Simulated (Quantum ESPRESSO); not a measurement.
**Run report: HfN, geometry relaxation (part 2 of 2)**

Continued. System: HfN (2 atoms in the cell). Method: Kohn-Sham DFT of a periodic cell, Q2D, SG15 PBE 1.2, spin-polarised (Quantum ESPRESSO 7.5); cutoff 1197.3 eV, 4×4×4 k-mesh, fermi-dirac of 0.05 eV, collinear spins. The structure derives from an entry of the Crystallography Open Database.

Geometry of the input (Å; fractional positions):
```
0.0000  2.2786  2.2560
2.2560  0.0000  2.2560
2.2560  2.2786  0.0000
Hf 0.0000  0.0000  0.0000
N  0.5000  0.5000  0.5000
```

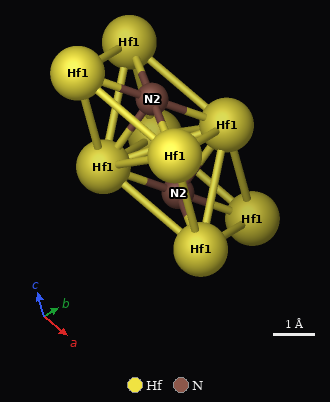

**Figure 1.** The starting structure (ball-and-stick view of the reduced cell, seen slightly off an axis; atoms are numbered from 1 in the order of the input).

### What the program printed, continued
```
   -35.1042  -4.3548  -3.9249  -3.7963  11.7674  15.2773  15.2954  15.3128
    15.3190  15.3456  15.3613  15.3974  20.3280  21.7871  22.3522  26.7136
    31.3338  31.7903  33.4843  33.7487  36.4897  37.4131  41.6923  42.2481
    48.0071  49.5632

          k = 0.0000-0.3518 0.3553 (  2178 PWs)   bands (ev):

   -35.1148  -4.2788  -3.9487  -3.6832  11.9428  15.2869  15.2929  15.3159
    15.3312  15.3332  15.3588  15.4079  19.7051  21.5539  22.1493  29.1428
    29.4961  30.5246  31.7229  35.3423  36.0903  38.8457  41.0393  44.3909
    47.6231  49.0867

          k =-0.7107 0.0000 0.0000 (  2200 PWs)   bands (ev):

   -35.0938  -4.3896  -3.9119  -3.9050  11.0541  15.2763  15.2794  15.2924
    15.3273  15.3365  15.3465  15.3516  22.0720  23.5099  23.8090  23.8515
    31.3823  32.7565  32.8422  32.9042  35.0951  36.4323  43.3687  43.4276
    47.8074  47.8735

          k = 0.0000 0.3518 0.0000 (  2177 PWs)   bands (ev):

   -35.1361  -4.0459  -3.7370  -3.7370  11.0637  15.2802  15.2854  15.2854
    15.3172  15.3340  15.3387  15.3387  20.6816  23.7163  23.7163  24.8771
    30.2549  30.4996  30.4996  30.5724  35.4070  41.8647  42.8877  44.5513
    44.5513  52.0957

          k =-0.5330-0.1759 0.5330 (  2179 PWs)   bands (ev):

   -35.1056  -4.3519  -3.9301  -3.7775  11.7625  15.2856  15.2974  15.3116
    15.3315  15.3438  15.3461  15.3899  20.3214  21.7606  22.3673  26.7676
    31.3622  31.7546  33.5651  33.7551  36.2861  37.3348  41.7398  42.2859
    48.1189  49.5088

          k =-0.3553 0.0000 0.3553 (  2179 PWs)   bands (ev):

   -35.1148  -4.2913  -3.9560  -3.6657  11.9926  15.2846  15.2894  15.3199
    15.3213  15.3251  15.3773  15.4219  19.6647  21.5260  22.0484  29.2223
    29.5422  30.5352  31.5365  35.4647  36.2656  38.9650  40.8382  44.4650
    47.4392  49.0966

          k =-0.7107 0.3518 0.0000 (  2196 PWs)   bands (ev):

   -35.0937  -4.1550  -4.1550  -3.9397  11.6092  15.2785  15.2909  15.2909
    15.3272  15.3475  15.3475  15.3949  21.3248  22.0071  22.0071  28.4111
    28.4111  32.9189  32.9699  33.4372  37.4507  39.8916  39.8916  42.4628
    47.2976  47.2976

          k =-0.7107 0.0000 0.3553 (  2190 PWs)   bands (ev):

   -35.0950  -4.1553  -4.1433  -3.9391  11.6567  15.2790  15.2973  15.3000
    15.3264  15.3319  15.3381  15.4133  21.2588  21.8968  21.9851  28.5475
    28.5649  32.7924  32.8077  33.3417  37.7366  39.7863  39.7869  42.7631
    47.2176  47.3118

          k = 0.0000-0.7036 0.0000 (  2200 PWs)   bands (ev):

   -35.0965  -4.3971  -3.8880  -3.8880  11.0452  15.2912  15.2912  15.2971
    15.3256  15.3330  15.3343  15.3343  21.9710  23.5359  23.8778  23.8778
    31.3975  32.8255  32.8255  32.8479  34.9724  36.4465  43.3249  43.3249
    47.9172  47.9817

 ------ SPIN DOWN ----------

          k = 0.0000 0.0000 0.0000 (  2149 PWs)   bands (ev):

   -35.1756  -3.5968  -3.5839  -3.5839   9.9529  15.2325  15.2408  15.2440
    15.2440  15.3726  15.3736  15.3736  24.5345  24.5819  24.5819  26.8597
    26.9702  26.9702  28.9125  29.3070  29.3261  36.9912  51.9400  51.9401
    52.2437  52.5851

          k = 0.1777 0.1759-0.1777 (  2179 PWs)   bands (ev):

   -35.1452  -4.0978  -3.6402  -3.6244  11.1687  15.2616  15.2808  15.2922
    15.2923  15.3341  15.3391  15.3753  21.0395  22.4258  22.4487  27.9351
    28.6328  28.6460  31.9160  32.6117  32.7654  40.2335  44.5662  45.3670
    45.3729  52.8861

          k =-0.3553-0.3518 0.3553 (  2166 PWs)   bands (ev):

   -35.1147  -4.5587  -3.6873  -3.6643  12.5376  15.2911  15.2932  15.2992
    15.3553  15.3655  15.3812  15.5218  18.4709  21.2000  21.2076  30.6146
    30.9616  31.0357  31.8439  36.0832  36.3372  39.2734  39.7131  39.8285
    48.1883  50.3838

          k = 0.3553 0.0000 0.0000 (  2183 PWs)   bands (ev):

   -35.1347  -4.0405  -3.7518  -3.7491  11.1197  15.2723  15.2782  15.2809
    15.3256  15.3413  15.3420  15.3476  20.6518  23.6178  23.6584  24.8971
    30.0997  30.4888  30.5500  30.5980  35.7516  41.9677  43.1452  44.3215
    44.6257  51.9995

          k =-0.1777-0.5277 0.5330 (  2181 PWs)   bands (ev):

   -35.1043  -4.3548  -3.9249  -3.7963  11.7674  15.2773  15.2954  15.3128
    15.3190  15.3456  15.3613  15.3974  20.3280  21.7871  22.3522  26.7136
    31.3338  31.7904  33.4843  33.7487  36.4897  37.4131  41.6923  42.2482
    48.0071  49.5633

          k = 0.0000-0.3518 0.3553 (  2178 PWs)   bands (ev):

   -35.1148  -4.2788  -3.9487  -3.6832  11.9428  15.2869  15.2929  15.3159
    15.3312  15.3332  15.3588  15.4079  19.7051  21.5539  22.1493  29.1428
    29.4962  30.5246  31.7230  35.3423  36.0903  38.8457  41.0394  44.3909
    47.6232  49.0868

          k =-0.7107 0.0000 0.0000 (  2200 PWs)   bands (ev):

   -35.0938  -4.3896  -3.9119  -3.9050  11.0541  15.2763  15.2794  15.2924
    15.3273  15.3365  15.3465  15.3516  22.0720  23.5099  23.8090  23.8515
    31.3823  32.7565  32.8422  32.9042  35.0951  36.4323  43.3687  43.4276
    47.8074  47.8735

          k = 0.0000 0.3518 0.0000 (  2177 PWs)   bands (ev):

   -35.1361  -4.0459  -3.7370  -3.7370  11.0637  15.2803  15.2854  15.2854
    15.3172  15.3340  15.3387  15.3387  20.6816  23.7163  23.7163  24.8771
    30.2550  30.4996  30.4996  30.5724  35.4070  41.8647  42.8877  44.5513
    44.5513  52.0957

          k =-0.5330-0.1759 0.5330 (  2179 PWs)   bands (ev):

   -35.1056  -4.3519  -3.9301  -3.7775  11.7625  15.2856  15.2974  15.3116
    15.3316  15.3438  15.3461  15.3899  20.3214  21.7606  22.3673  26.7676
    31.3622  31.7546  33.5651  33.7551  36.2862  37.3348  41.7398  42.2859
    48.1189  49.5088

          k =-0.3553 0.0000 0.3553 (  2179 PWs)   bands (ev):

   -35.1148  -4.2913  -3.9560  -3.6657  11.9926  15.2846  15.2894  15.3199
    15.3213  15.3251  15.3773  15.4219  19.6647  21.5260  22.0484  29.2223
    29.5422  30.5353  31.5365  35.4647  36.2656  38.9650  40.8382  44.4650
    47.4392  49.0966

          k =-0.7107 0.3518 0.0000 (  2196 PWs)   bands (ev):

   -35.0937  -4.1550  -4.1550  -3.9397  11.6092  15.2785  15.2909  15.2909
    15.3272  15.3475  15.3475  15.3949  21.3248  22.0071  22.0071  28.4111
    28.4111  32.9190  32.9699  33.4373  37.4507  39.8916  39.8916  42.4628
    47.2976  47.2976

          k =-0.7107 0.0000 0.3553 (  2190 PWs)   bands (ev):

   -35.0951  -4.1553  -4.1433  -3.9391  11.6567  15.2790  15.2973  15.3000
    15.3264  15.3319  15.3381  15.4134  21.2588  21.8968  21.9851  28.5475
    28.5649  32.7924  32.8077  33.3418  37.7366  39.7863  39.7869  42.7631
    47.2176  47.3119

          k = 0.0000-0.7036 0.0000 (  2200 PWs)   bands (ev):

   -35.0965  -4.3971  -3.8880  -3.8880  11.0452  15.2913  15.2913  15.2971
    15.3257  15.3330  15.3343  15.3343  21.9710  23.5359  23.8778  23.8778
    31.3976  32.8255  32.8255  32.8479  34.9724  36.4465  43.3249  43.3249
    47.9172  47.9817

     the Fermi energy is    26.8648 ev

!    total energy              =    -466.91428683 Ry
     estimated scf accuracy    <          3.1E-10 Ry
     smearing contrib. (-TS)   =      -0.00084927 Ry
     internal energy E=F+TS    =    -466.91343755 Ry

     The total energy is F=E-TS. E is the sum of the following terms:
     one-electron contribution =    -108.74677583 Ry
     hartree contribution      =      93.60436330 Ry
     xc contribution           =     -42.96219720 Ry
     ewald contribution        =    -408.80882782 Ry

     total magnetization       =     0.00 Bohr mag/cell
     absolute magnetization    =     0.00 Bohr mag/cell

     convergence has been achieved in  12 iterations

     Forces acting on atoms (cartesian axes, Ry/au):

     atom    1 type  1   force =     0.00000000   -0.00000000   -0.00000000
     atom    2 type  2   force =    -0.00000000    0.00000000    0.00000000

     Total force =     0.000000     Total SCF correction =     0.000000

     Computing stress (Cartesian axis) and pressure

          total   stress  (Ry/bohr**3)                   (kbar)     P=     -144.48
  -0.00090133  -0.00000000   0.00000000         -132.59       -0.00        0.00
  -0.00000000  -0.00114389  -0.00000000           -0.00     -168.27       -0.00
   0.00000000  -0.00000000  -0.00090133            0.00       -0.00     -132.59

     BFGS Geometry Optimization
     Energy error            =      5.0E-61 Ry
     Gradient error          =      3.5E-31 Ry/Bohr

     bfgs converged in   1 scf cycles and   0 bfgs steps
     (criteria: energy <  1.0E-05 Ry, force <  1.0E-04 Ry/Bohr)

     End of BFGS Geometry Optimization

     Final energy             =    -466.9142868255 Ry
Begin final coordinates

ATOMIC_POSITIONS (crystal)
Hf               0.0000000000        0.0000000000        0.0000000000
N                0.5000000000        0.5000000000        0.5000000000
End final coordinates

=------------------------------------------------------------------------------=
   JOB DONE.
=------------------------------------------------------------------------------=
```

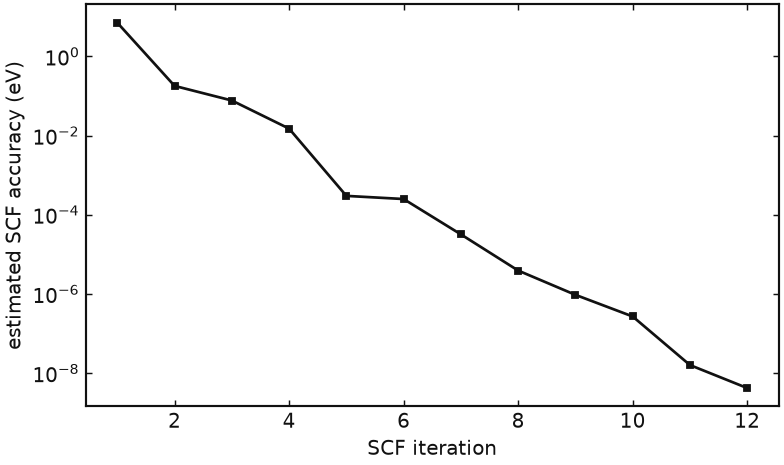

**Figure 2.** Convergence of the self-consistent field: estimated SCF accuracy against the iteration. The field takes 12 iterations in all.

### Results in brief

| quantity | value |
| --- | --- |
| outcome | converged |
| space group (tolerance 0.01 Å) | I4/mmm (139) |
| electrons treated | 31 |
| free energy | −6352.6925 eV |
| Fermi energy | 26.865 eV |
| gap on the k-point mesh | none (metallic) |
| net moment of the cell | 0.00 μB |
| integrated absolute moment | 0.00 μB |
| pressure | −14.45 GPa |
| final volume | 23.19 Å³ |
| largest force (length of the vector) | under 0.001 eV/Å |
| hardware | 1 thread of Intel Xeon @ 2.60GHz (Ice Lake), 24 GiB of memory available, shared host |
| wall time | 27 s |
| peak memory | 0.08 GiB |

Further notes kept with the run: potentials made for another functional. Points of doubt noted for this run: coarse mesh; potentials made for another functional. Spin–orbit coupling is left out, which matters for Hf. The k-point mesh is coarse for a cell of this size, so the results may not be converged.
